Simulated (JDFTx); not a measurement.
## A series of single points on CaSe

System: CaSe (Fm-3m, 2 atoms in the cell).
Method: Kohn-Sham DFT of a periodic cell, PBEsol, PseudoDojo-SR-PBEsol-0.4.1-standard, no spin polarisation (JDFTx 1.7.0 (patched build)).

The 7 runs differ only in the geometry, by an even scaling of the cell at fixed fractional positions. The structure derives from an entry of the Crystallography Open Database.

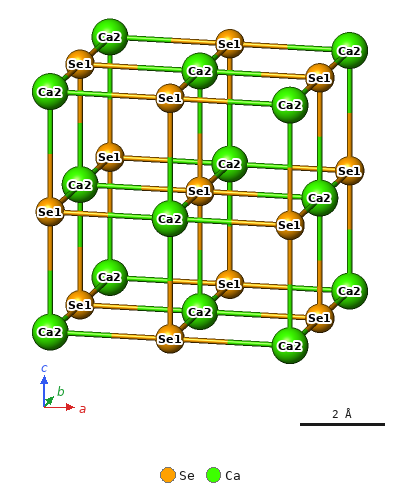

Figure 1. The structure of run 4 (ball-and-stick view of the cell 4 times as large as that of the calculation, set on its symmetry axes, seen slightly off an axis; atoms are numbered from 1 in the order of the input). An atom can appear more than once, as a periodic image.

**Input of run 4**
```
lattice \
    0.0000000000     5.5860304244     5.5860304244 \
    5.5860304244     0.0000000000     5.5860304244 \
    5.5860304244     5.5860304244     0.0000000000
coords-type Lattice
ion Se     0.5000000000     0.5000000000     0.5000000000 1
ion Ca     0.0000000000     0.0000000000     0.0000000000 1

ion-species pseudo/Se.upf
ion-species pseudo/Ca.upf
elec-cutoff 43 344
elec-ex-corr gga-PBEsol
kpoint-folding 8 8 8
elec-smearing Fermi 0.0018374661
elec-n-bands 19
electronic-SCF nIterations 100 energyDiffThreshold 1e-09
electronic-minimize nIterations 30 energyDiffThreshold 1e-7
forces-output-coords Cartesian

dump-name run.$VAR
dump End Ecomponents EigStats BandEigs Kpoints Forces Stress
```

Command:
```bash
jdftx -c 1 -i CaSe.in -o CaSe.out
```

Run 3 differs from it as follows:
```diff
-    0.0000000000     5.5860304244     5.5860304244 \
-    5.5860304244     0.0000000000     5.5860304244 \
-    5.5860304244     5.5860304244     0.0000000000
+    0.0000000000     5.5485391576     5.5485391576 \
+    5.5485391576     0.0000000000     5.5485391576 \
+    5.5485391576     5.5485391576     0.0000000000
```

**Results, with one run withheld**

```csv
run,volume per atom (Å³),"free energy per atom, from the lowest run given (meV)",pressure (GPa),gap on the mesh (eV)
1,24.280,5.05,2.18,1.77
2,24.796,0.00,0.96,1.83
3,25.313,?,?,?
4,25.829,0.81,−1.15,1.94
5,26.346,5.97,−2.04,1.99
6,26.863,13.88,−2.85,2.03
7,27.379,24.25,−3.58,2.07
```

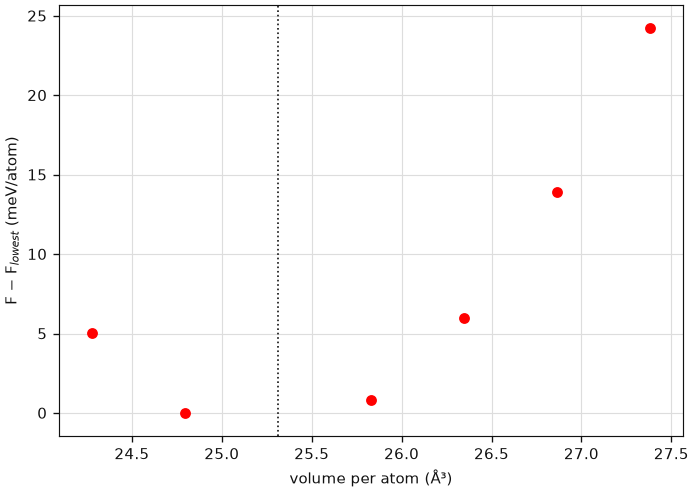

Figure 2. Free energy per atom of the runs given; the dotted line marks run 3.

Estimate the energy of run 3 from the others.

A cubic polynomial in V^(−2/3) (the Birch–Murnaghan form), fitted to the 6 runs given, misses them by under 0.01 meV per atom. With x = V^(−2/3) − 0.11430 Å⁻², it reads F = 1.1732 − 2608.6 x + 6.8107e+05 x² + 4.3343e+05 x³ (meV per atom). At run 3 it gives −1.29 meV per atom, and the run itself gives −1.29. The slope of the fit gives a pressure −dF/dV of −0.15 GPa there, and the run prints −0.15 GPa. The fit has its minimum at 25.242 Å³ per atom, where V d²F/dV² gives 52.1 GPa: the bulk modulus at this level, since symmetry fixes the shape and the positions. The gap on the mesh goes, without turning, from 1.77 eV in run 1 to 2.07 eV in run 7; run 3 has 1.89 eV. These are gaps of this functional on this mesh, which can miss the band edges; they aren't the measured gap.

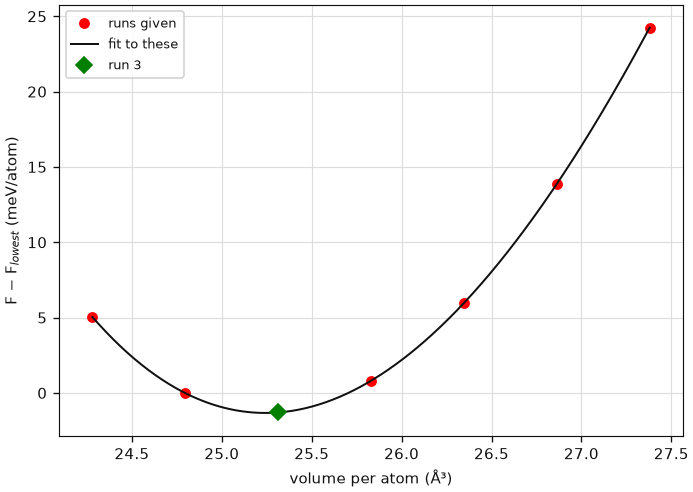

Figure 3. The fit and the withheld run.

**Some lines of the output (run 3)**
```
[...]
unit cell volume = 341.638
     Etot =     -148.4136532216911348
        F =     -148.4136532216969897
	HOMO-LUMO gap: +0.069323
	Optical gap  : +0.104811 at state 20 ( [ +0.000000 +0.500000 +0.500000 ] spin 0 )
```
